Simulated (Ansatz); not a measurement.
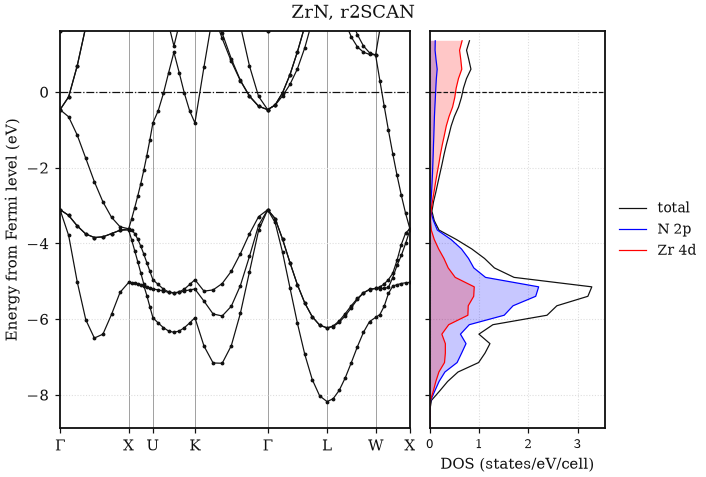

Band structure and density of states. Energies are counted from the Fermi level. The path runs straight from each named point to the next. The partial curves are projected on Löwdin-orthogonalised atomic shells.

Structure: ZrN, space group Fm-3m, 2 atoms in the cell, a database entry, rescaled.

Method: DFT with r2SCAN, PAW plane waves, no spin polarisation, 13×13×13 k mesh, 500 eV cutoff, Methfessel-Paxton smearing of 0.13 eV (Ansatz 0.2.0).

**Is there a gap at the Fermi level?**

A metal: 3 bands cross the Fermi level along this path.

**What is the density of states at the Fermi level?**

The density of states at the Fermi level is about 0.66 per eV and cell (mean within 0.25 eV), or 0.33 per atom.

**Where is the tallest peak in the window, and which states make it?**

The tallest peak in the window is at −5.2 eV; by projected weight it is N 2p (70 %) and Zr 4d (30 %).

The electron count is odd and the run has no spin polarisation, so a magnetic state may lie lower.
